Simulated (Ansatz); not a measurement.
## Ti: a failed or faulty run and its cure

System: Ti (slab, 6 atoms in the cell).
Method of run 1: DFT PBE, scalar-relativistic, plane waves, PAW (Ansatz 0.2.0).

The structure derives from an entry of the Crystallography Open Database. Text and figures count atoms from 1; the logs count them from 0 in places.

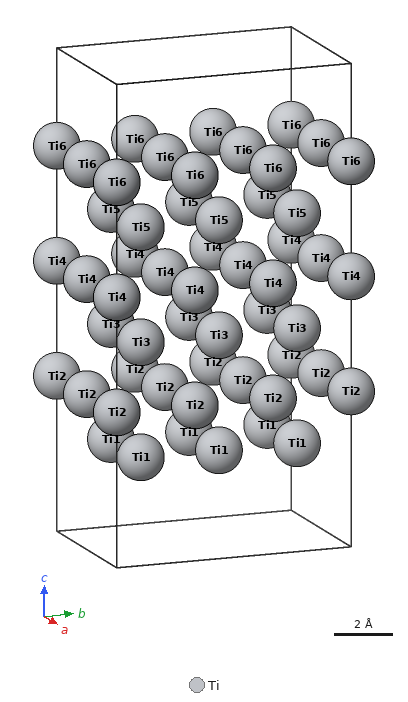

Figure 1. The structure as given in the input (spheres-only view of the 2 × 3 repeat of the cell, with the vacuum cut short, seen slightly off an axis; atoms are numbered from 1 in the order of the input). An atom can appear more than once, as a periodic image.

**Input, run 1**
```yaml
crystal:
  lattice:
    - [2.9076478655, 0.0, 0.0]
    - [0.0, 2.9076478655, 0.0]
    - [0.0, 0.0, 25.2800876149]
  atoms:
    - { symbol: Ti, position: [0.5, 0.5, 0.296676187] }
    - { symbol: Ti, position: [0.0, 0.0, 0.3780057122] }
    - { symbol: Ti, position: [0.5, 0.5, 0.4593352374] }
    - { symbol: Ti, position: [0.0, 0.0, 0.5406647626] }
    - { symbol: Ti, position: [0.5, 0.5, 0.6219942878] }
    - { symbol: Ti, position: [0.0, 0.0, 0.703323813] }
basis:
  ecutwfc: 420
kpoints:
  mp_grid: { grid: [12, 12, 1] }
hamiltonian:
  xc: pbe
scf:
  occupations: { method: gaussian, width: 0.1 }
  n_extra_bands: 0
output:
  forces: true
  stress: true
  eigenvalues: true
efield:
  axis: 3
  dipole_correction: true
  ramp_width: 0.04
```

Launched with:
```bash
ansatz run input.yaml --threads 1 --pin off --max-ram 2560MiB --backend cpu --events-out ev --progress --plain --runs-dir out
```

Hardware: 1 thread of AMD EPYC (Zen 3), 32 GiB of memory available, shared host.

**Output (run 1)**
```
Error: inconsistent input (scf.n_extra_bands, scf.occupations.method): n_bands = 36 leaves no empty band above the 36 bands per channel that the deck's 72 electrons occupy, and the occupations search for the Fermi level (a smearing at a finite width, or tetrahedra): a level found among occupied bands alone can fill a metal as an insulator; raise scf.n_extra_bands until at least 37 bands are solved (omitted, it auto-derives to 44) (see scf.n_extra_bands in the input reference)
```

What should be changed in this input?

The program refused the input: “inconsistent input (scf.n_extra_bands, scf.occupations.method): n_bands = 36 leaves no empty band above the 36 bands per channel that the deck's 72 electrons occupy, and the occupations search for the Fermi level (a smearing at a finite width, or tetrahedra): a level found among occupied bands alone can fill a metal as an insulator …”

A run of the same system that converges differs from this input as follows (lines with − go, lines with + come):
```diff
-  n_extra_bands: 0
+  max_iter: 57
+  amplitude: 4.0
```

**Output, shortened to warnings, some set-up lines, iterations and results (run 2)**
```
WARN: efield: at this solve's end the planar-averaged density reaches 5.87e-3 e/Å³ inside the ramp window [0.9404, 0.1583] (bound 1e-5 e/Å³); the window's nearer edge stands 3.50 Å from this solve's nearest atom along the axis. Its free energy, forces, stress, dipole, levels and responses can be off, and this figure does not tell by how much. The cell may have no vacuum along `efield.axis`. A …
Basis set: ecut = 420 eV, 4145 PW (Γ), exchange–correlation on 40×40×360 points (8 copies of the dense FFT grid, shifted against one another)
Symmetry: 8 space group operations
k-points: 28 of 144
Initial density: superposition of atomic densities (neutral atoms: chi_scale 0, normalization atom, screened)
[...]
SCF iter   1: F=—  HF=-15010.711209 eV  |F-HF|=—  |Δ(HF+E_count)|=         —  Δρ=8.32e-2  dr2=2.94e2  ethr=3.10e-3  p=2.749 e·Å  D=2.33e0 V/Å  ΔV_dip=-58.84 eV  …
SCF iter   2: F=—  HF=-15096.491349 eV  |F-HF|=—  |Δ(HF+E_count)|=    8.58e1  Δρ=2.06e-1  dr2=6.15e3  ethr=3.10e-3  p=1.986 e·Å  D=1.68e0 V/Å  ΔV_dip=-42.50 eV  …
SCF iter   3: F=—  HF=-15006.255419 eV  |F-HF|=—  |Δ(HF+E_count)|=    9.02e1  Δρ=6.53e-2  dr2=1.50e2  ethr=3.10e-3  p=2.719 e·Å  D=2.30e0 V/Å  ΔV_dip=-58.19 eV  …
SCF iter   4: F=—  HF=-15003.681193 eV  |F-HF|=—  |Δ(HF+E_count)|=    2.57e0  Δρ=3.69e-2  dr2=7.50e1  ethr=3.10e-3  p=2.847 e·Å  D=2.41e0 V/Å  ΔV_dip=-60.93 eV  …
SCF iter   5: F=—  HF=-15002.443576 eV  |F-HF|=—  |Δ(HF+E_count)|=    1.24e0  Δρ=3.51e-2  dr2=1.79e1  ethr=3.10e-3  p=2.908 e·Å  D=2.46e0 V/Å  ΔV_dip=-62.24 eV  …
[... 10 lines ...]
SCF iter  16: F=—  HF=-15001.408326 eV  |F-HF|=—  |Δ(HF+E_count)|=   5.63e-6  Δρ=3.58e-5  dr2=1.42e-5  ethr=2.03e-7  p=2.763 e·Å  D=2.34e0 V/Å  ΔV_dip=-59.13 eV  …
SCF iter  17: F=—  HF=-15001.408295 eV  |F-HF|=—  |Δ(HF+E_count)|=   3.12e-5  Δρ=1.36e-5  dr2=2.23e-6  ethr=1.97e-8  p=2.763 e·Å  D=2.34e0 V/Å  ΔV_dip=-59.13 eV  …
SCF iter  18: F=—  HF=-15001.408295 eV  |F-HF|=—  |Δ(HF+E_count)|=   1.67e-7  Δρ=6.99e-6  dr2=3.32e-7  ethr=3.10e-9  p=2.763 e·Å  D=2.34e0 V/Å  ΔV_dip=-59.13 eV  …
SCF iter  19: F=-15001.408295 eV  HF=-15001.408295 eV  |F-HF|=3.23e-8  |Δ(HF+E_count)|=   4.55e-8  Δρ=3.00e-6  dr2=5.46e-8  ethr=1.39e-10  p=2.763 e·Å  D=2.34e0 V/Å  …
SCF 1 converged in 19 iterations: F = -15001.408295 eV  dr2 = 5.46e-8
SCF converged after 19 iterations
Free energy (F): -15001.408295 eV
Harris-Foulkes:  -15001.408295 eV  (|F-HF|=3.23e-8)
Internal energy: -15001.350317 eV  (E = F + TS)
E sigma→0 (E₀):  -15001.379306 eV
Entropy (-TS):   -0.057978 eV (-9.663 meV/atom)
Fermi energy:    3.745151 eV
Dipole field:    D = 2.339062 V/Å  (p = 2.762755 e·Å, saw-weighted, corrected)
Work function:   not extracted (applied field tilts the vacuum); planar V_es + V_field profile in the machine report
Levels:          The Fermi level and band energies are counted from a zero that moves with the ramp; work functions are not
Vacuum region:   at the solve's end the planar-averaged density reaches 5.87e-3 e/Å³ inside the ramp window [0.9404, 0.1583] (bound 1e-5 e/Å³)
--- Per-component energies (eV) ---
  E_band       = -1631.436601
  E_kinetic    = 1628.276497
  E_local      = -67146.351342  (includes V_loc(G=0)·N_el)
  E_nonlocal   = 50.887477
  E_hartree    = 32796.357798
  E_xc         = -580.865317
  E_vxc        = -726.290514  (∫ρ·V_xc dr)
  E_paw        = -6285.981731  (= ΣΔE_a)
  E_vpaw       = -1026.052956  (= ΣTr[D̂ρ^β])
  E_aug_tail   = 0.000652  (compensation charges beyond the density's cutoff)
  E_efield     = -7.819891  (sawtooth field / dipole correction)
  E_vefield    = -4.588763  (∫n·V_field dr)
  E_ewald      = 24544.145539
  E_smearing   = -0.057978  (= −TS)
  E_closure    = 0.000000  (closes the sum)
  Σ components = -15001.408295   (vs F -15001.408295, Δ=0.00e0)
--- Forces (eV/Å), atoms counted from 1 ---
  atom   1  Ti     0.00000000     0.00000000     0.44024654
  atom   2  Ti    -0.00000000     0.00000000    -0.71129950
  atom   3  Ti     0.00000000     0.00000000     0.00605908
  atom   4  Ti    -0.00000000     0.00000000     0.08903647
  atom   5  Ti     0.00000000     0.00000000     0.69975944
  atom   6  Ti    -0.00000000     0.00000000    -0.30899266
  max |Σ_I F_I| component: 2.15e-1 eV/Å
--- Stress (GPa, compression-positive) ---
        1.782127       0.000000      -0.000000
        0.000000       1.782127       0.000000
        0.000000       0.000000       1.722354
  P = ⅓ Tr σ = 1.7622 GPa (17.622 kbar)
```

**The two runs side by side**

| quantity | run 1 | run 2 |
| --- | --- | --- |
| outcome | refused | converged |
| free energy per atom (eV) | – | −2500.2347 |
| gap on the mesh (eV) | – | 0.00 |
| largest force (eV/Å) | – | 0.711 |
| SCF iterations | – | 19 |
| irreducible k-points | – | 28 |
| plane waves at Γ | – | 4145 |

Notes on run 2: Notes on the run: the density in the vacuum is higher than it should be, so vacuum levels may be off.
